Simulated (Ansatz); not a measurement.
# Pd(110) / 1 layer Rh(110) / Pd(110): resistance against film thickness, part 3 of 3

Wanted: interface resistance and thickness dependence for Pd(110) / 1 layer Rh(110) / Pd(110).

Ansatz 0.2.0; Ansatz plane-wave DFT, PBE, PAW files; ballistic transport by layer matching (Landauer), zero bias; PAW set soft_1 (the session's first sound run).

So far. Step 6 (With 9 layers, k-mesh 14×10×1, film layers 9): The conductance of the junction is 8.4e14 S/m², 0.21 % over the 8.4e14 S/m² of the last finished run, within the error estimates, leads' steps apart, of 6.6 and 5.7 %.

## (8) With 3 layers

This step: Ansatz plane-wave DFT, LDA, PAW files; ballistic transport by layer matching (Landauer), zero bias; changed: hamiltonian.xc = "lda", scf.eigensolver.kind = "davidson"; PAW set soft_1 (Ansatz 0.2.0).

System of this step: Pd(110) / 3 layers Rh(110) / Pd(110). The cell holds 16 atoms: 13 Pd and 3 Rh. Its edges and angles: a = 2.751 Å, b = 3.890 Å, c = 21.734 Å, α = 90.0°, β = 90.0°, γ = 90.0°. It derives from Pd and Rh. Regions: lead, 13 atoms (13 Pd); films, 3 atoms (3 Rh). The structure is stacked along c, and the current runs across the ab planes.

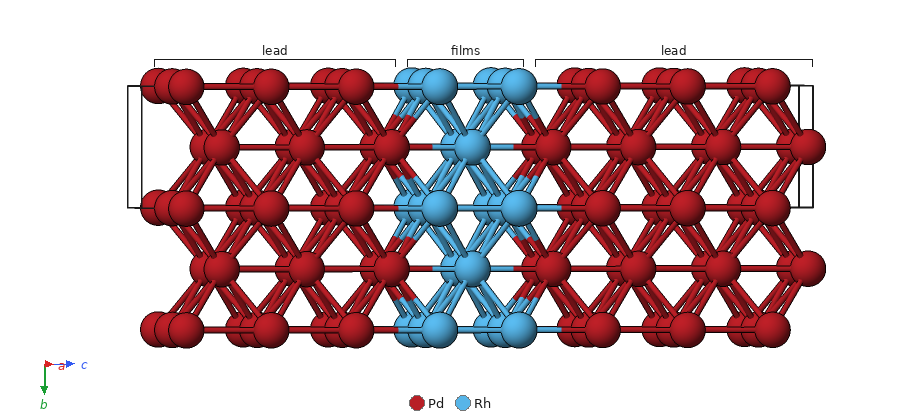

The cell of this step (palladium red, rhodium blue). 2×2×1 cells are drawn. Some periodic images of atoms are drawn too.

input.yaml reads:

```yaml
crystal:
  lattice:
    - [2.7505039575, 0.0, 0.0]
    - [0.0, 3.8898, 0.0]
    - [0.0, 0.0, 21.7342573193]
  atoms:
    - { symbol: Pd, position: [0.0, 0.0, 0.0316378876] }
    - { symbol: Pd, position: [0.5, 0.5, 0.0949136627] }
    - { symbol: Pd, position: [0.0, 0.0, 0.1581894378] }
    - { symbol: Pd, position: [0.5, 0.5, 0.221465213] }
    - { symbol: Pd, position: [0.0, 0.0, 0.2847409881] }
    - { symbol: Pd, position: [0.5, 0.5, 0.3480167632] }
    - { symbol: Rh, position: [0.0, 0.0, 0.4092238047] }
    - { symbol: Rh, position: [0.5, 0.5, 0.4683621124] }
    - { symbol: Rh, position: [0.0, 0.0, 0.5275004202] }
    - { symbol: Pd, position: [0.5, 0.5, 0.5887074617] }
    - { symbol: Pd, position: [0.0, 0.0, 0.6519832368] }
    - { symbol: Pd, position: [0.5, 0.5, 0.7152590119] }
    - { symbol: Pd, position: [0.0, 0.0, 0.778534787] }
    - { symbol: Pd, position: [0.5, 0.5, 0.8418105622] }
    - { symbol: Pd, position: [0.0, 0.0, 0.9050863373] }
    - { symbol: Pd, position: [0.5, 0.5, 0.9683621124] }
kpoints:
  mp_grid: { grid: [14, 10, 2] }
hamiltonian:
  xc: lda
  pseudopotentials: { kind: paw, azcp: { folder: soft_1 }, xc_functional: pbe }
scf:
  occupations: { method: fermi_dirac, width: 0.1 }
  eigensolver: { kind: davidson }
output:
  transmission:
    leads: [[0, 1]]
    kmesh: [26, 18]
    e_range: [-0.27, 0.27]
    de: 0.036
  write_potential: true
  write_density: true
  volumetric_format: npy
```

Launch:

```sh
$ ansatz run input.yaml --threads 4 --pin off --max-ram 8192MiB --backend cpu --events-out ev --progress --plain --runs-dir out
```

Numbers of over 12 decimals in the logs are rounded to 6 here.

What it wrote:

```text
[...]
Crystal: 16 atoms, lattice volume = 232.533 Å³
Basis set: ecut = 420 eV, 4549 PW (Γ)
Bands: 171, of which v1, the nominal top of the filled ones, is band 143 counted from 1 (142 counted from 0)
Symmetry: 8 space group operations
[...]
k-points: 96 of 280
[...]
SCF iter   1: F=—  HF=-107843.157675 eV  |F-HF|=—  |Δ(HF+E_count)|=         —  Δρ=2.20e-1  dr2=9.88e2  ethr=1.00e-1  ⟨swp⟩=5.7  Hψ=49024  notcnv=0
[...]
SCF iter  13: F=-107816.235278 eV  HF=-107816.235278 eV  |F-HF|=9.08e-9  |Δ(HF+E_count)|=   7.13e-9  Δρ=9.60e-7  dr2=9.49e-9  ethr=2.95e-10  ⟨swp⟩=2.2  Hψ=30950  notcnv=0  defer=31
the search or the solves at the SCF's close seem to have found levels that the self-consistency loop had missed (the run counts 3). By its estimate they hold under 1e-12 electrons; where the run keeps them, the occupations were computed again with them
SCF 1 converged in 13 iterations: F = -107816.235278 eV  dr2 = 9.49e-9
[...]
transmission: 532 of 5320 steps passed
transmission: 1064 of 5320 steps passed
[...]
transmission: 5320 of 5320 steps passed
SCF converged after 13 iterations
Free energy (F): -107816.235278 eV
[...]
Internal energy: -107815.298344 eV  (E = F + TS)
E sigma→0 (E₀):  -107815.766811 eV
Entropy (-TS):   -0.936934 eV (-58.558 meV/atom)
Fermi energy:    19.874390 eV
[...]
--- Band table (eV; the first three rows and the last of 96) ---
  k-point 0: bands = [... 139 lower, 19.2593, 19.4795, 19.6441, 19.7311, 19.7362, 20.0213, 20.0302, 20.0978, ... 24 higher]
  k-point 1: bands = [... 139 lower, 19.4597, 19.4921, 19.5258, 19.7218, 19.7890, 19.8897, 19.9562, 19.9806, ... 24 higher]
  k-point 2: bands = [... 139 lower, 19.3847, 19.4039, 19.5118, 19.7956, 19.8071, 19.9200, 20.0224, 20.1286, ... 24 higher]
  k-point 95: bands = [... 139 lower, 20.0353, 20.0355, 20.2976, 20.3647, 20.6013, 21.2303, 21.2556, 21.4614, ... 24 higher]
--- Transmission ---
  basis      : 93 plane waves across, 38 finite elements along
  points     : 140, standing for a mesh of 26 x 18
[...]
filled         : 28.0 meV over the level at which it is neutral
    channels       : 2.173077e0 a spin
[...]
slowest decay  : 0.0288 /Å at (0.3846, 0.4444)
  junction   : crystal 0 to crystal 0, 0.00 to 18.98 Å
    transmission   : 1.168853e0 a spin
[...]
resistance     : 5.1075e-4 Ω µm² beyond half of each lead's own
```

It took 8.5 min on 4 threads of Arm Neoverse V1, shared host; peak memory 2.4 GiB; 30 min of CPU time.

This step gave:

| Item | Value |
| --- | --- |
| free energy | -107816.2353 eV |
| energy at zero smearing | -107815.7668 eV |
| Fermi energy | 19.87 eV |
| step of the lead's potential | 2.5 meV |
| ballistic conductance of the lead | 1.67e15 S/m² |
| estimated errors of the lead's conductance | 0, 3.7, 9.2 % (band edges, k-mesh, distance from neutral) |
| lead conductance per cell | 2.310 G₀ |
| conductance of the junction | 9.04e14 S/m² |
| junction conductance per cell | 1.248 G₀ |
| estimated errors of the junction's conductance | 0.4, 2.9, 4.4, 7, 6.8 % (energy step, band edges, k-mesh, leads' steps, distance from neutral) |
| area resistance that the stack adds (contact term taken off, spin by spin) | 0.5108 fΩ m² |

Per spin. The transmission, zone mean by energy, zero at the Fermi level:

| energy (eV) | transmission, zone mean |
| --- | --- |
| -0.270 | 2.03 |
| -0.234 | 1.99 |
| -0.198 | 1.94 |
| -0.162 | 1.82 |
| -0.126 | 1.71 |
| -0.090 | 1.57 |
| -0.054 | 1.41 |
| -0.018 | 1.28 |
| 0.018 | 1.17 |
| 0.054 | 1.11 |
| 0.090 | 1.09 |
| 0.126 | 0.987 |
| 0.162 | 0.911 |
| 0.198 | 0.780 |
| 0.234 | 0.750 |
| 0.270 | 0.696 |

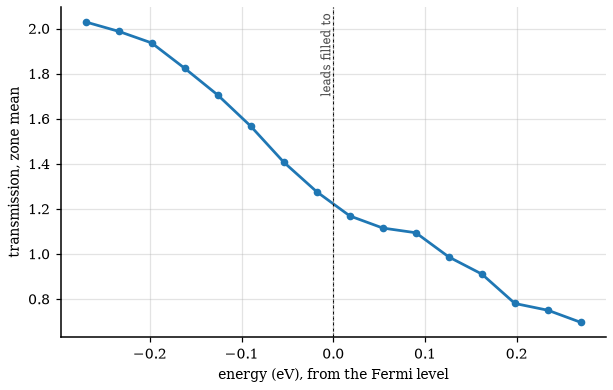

Transmission, zone mean against energy.

With the changed settings the conductance of the junction moves by 2.2 % from the earlier run's 8.8e14 S/m².

## (9) Summary of results

```
area resistance, 1 layer  : 0.313 fΩ m²
area resistance, 3 layers : 0.517 fΩ m²
area resistance, 5 layers : 0.527 fΩ m²
area resistance, 7 layers : 0.589 fΩ m²
area resistance, 9 layers : 0.577 fΩ m²
```

The stack adds 0.31 fΩ m² with 1 layer and 0.58 fΩ m² with 9. From 3 layers on no step exceeds the two runs' error estimates together, as expected where only the two interfaces scatter; half the mean, 0.28 fΩ m², is a rough coherent figure for one interface. Atoms sit on ideal sites and aren't relaxed. The program's error estimates for the conductances, leads' steps apart, run from 5 to 8.8 %. Rh(110) is stretched by 2.3 % in plane to fit Pd(110).

[Logs are printed without paths, hosts, clocks, repeated set-up lines and the standing remarks that a program may print on its own settings, such as how far it seeks lower states.]

[Hosts, paths, dates, database ids (printed as entryN), source tags and the programs' standing remarks are cut or masked in the printed files.]
